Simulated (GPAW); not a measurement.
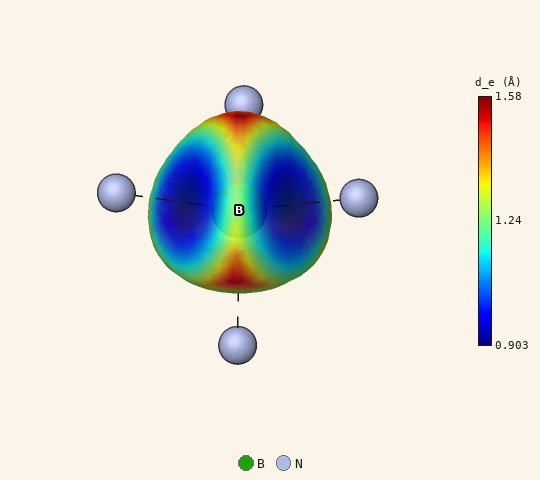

Hirshfeld surface computed for one B atom in BN in space group P6_3mc, coloured by d_e. Dashed lines lead to the closest neighbours outside.

The surface is where the fragment's share of the procrystal density (the sum of the densities of spherically averaged neutral Hartree-Fock atoms) equals one half. d_i and d_e are the distances from the surface to the nearest nucleus inside and outside.

Origin of the cell: a cell listed in the Materials Project, as set up for an electronic-structure calculation.

```cif
data_structure
_symmetry_space_group_name_H-M 'P 1'
_symmetry_Int_Tables_number 1
_cell_length_a 2.5539
_cell_length_b 2.5539
_cell_length_c 4.2269
_cell_angle_alpha 90.000
_cell_angle_beta 90.000
_cell_angle_gamma 120.000
_cell_volume 23.88
loop_
_atom_site_label
_atom_site_type_symbol
_atom_site_fract_x
_atom_site_fract_y
_atom_site_fract_z
_atom_site_occupancy
N1 N 0.33333 0.66667 0.12528 1
N2 N 0.66667 0.33333 0.62528 1
B1 B 0.33333 0.66667 0.49972 1
B2 B 0.66667 0.33333 0.99972 1
```

Q: What is the shortest distance from the fragment to an atom outside it?

A: B–N, 1.57 Å.

Q: How is the surface shared among contacts (nearest atom inside ··· nearest atom outside)?

A: B···N 100 %. The surface faces 4 neighbours with more than 2 % of its area each: 4 N.

Q: Give the size and shape of the surface.

A: It encloses about 3.0 Å³, has an area of about 11 Å² and a globularity of 0.92 (1 for a sphere).
